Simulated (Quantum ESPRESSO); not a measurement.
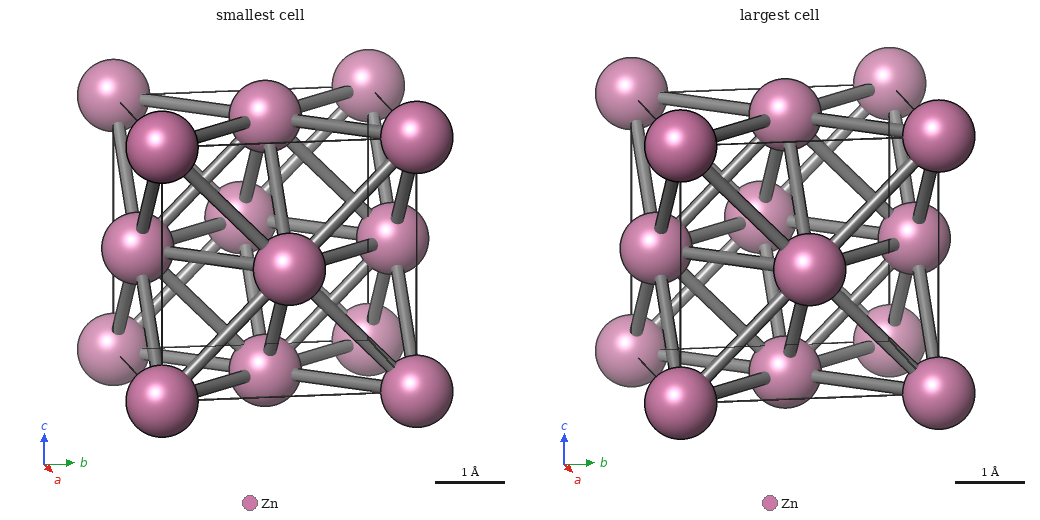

Zn, face-centred cubic (Cu type), space group Fm-3m (No. 225), relaxed (cell and atoms, zero pressure) with four choices of dispersion term on top of PBEsol; the smallest and the largest of the relaxed conventional cells are drawn to one scale (sticks follow a distance rule). The start was a structure listed in the Materials Project. This isn't the form of Zn at room conditions, which is hcp.

Alike in all runs: Quantum ESPRESSO 7.5; functional PBEsol; potentials GBRV 1.5 PBEsol; cutoff 762 eV; k mesh 12 × 12 × 12 on the run's cell of 1 atom; occupations fermi-dirac, width 0.05 eV; no spin polarisation; no spin-orbit coupling. All runs are metallic.

| level | volume (Å³/atom) | a (Å) |
| --- | --- | --- |
| rVV10 | 13.61 | 3.790 |
| D3 | ? | ? |
| D3(BJ) | 13.60 | 3.789 |
| none | 14.13 | 3.838 |

> What does D3 give?

Volume 13.68 Å³/atom; a 3.796 Å. That is between rVV10 and none in volume.

> Order the levels by the relaxed volume, smallest first.

D3(BJ) (13.60 Å³/atom), rVV10 (13.61 Å³/atom), D3 (13.68 Å³/atom), none (14.13 Å³/atom). Rows within a few tenths of a per cent can't be told apart.

Caveat: the relaxed volumes lie -10 to -7 % from the starting cell; pairwise dispersion terms can overbind metals strongly.
